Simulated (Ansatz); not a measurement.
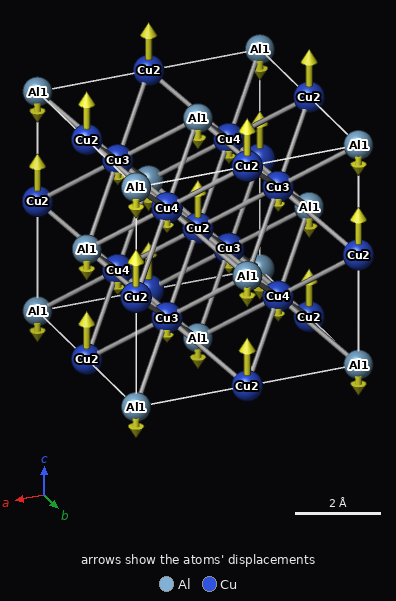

Phonons of solid AlCu$_{3}$ at 0.98 times its rest volume, at the zone centre. The optical levels lie at 171 (×3), 204 (×3), 310 (×3) cm⁻¹. One mode is drawn. Displacements are drawn as yellow arrows; their common scale and sign are arbitrary. Style: ball-and-stick. Shown: the conventional cell (4 times the calculation's cell), from a free direction. Lengths and directions refer to the drawn axes.

The calculation used DFT PBEsol, scalar-relativistic, plane waves, PAW in Ansatz. Set-up: plane-wave cutoff 420 eV; k-point mesh 12 × 12 × 12; occupations fermi dirac; smearing width 0.15 eV; no spin polarisation.

The frequencies depend somewhat on the k-mesh and the smearing.

Question: Which of these frequencies is the drawn mode's?

Answer: The level at 204 cm⁻¹. This is the T₁u mode (triply degenerate; one member of the set is drawn), optical level 2 of 3, counted from below, infrared-active by symmetry. The Cu (4b) sublattice moves against the Al and Cu (8c) sublattices, along c; the kinetic energy is shared as Cu 91 %, Al 9 %. The crystal is a metal, so free carriers screen the infrared response.
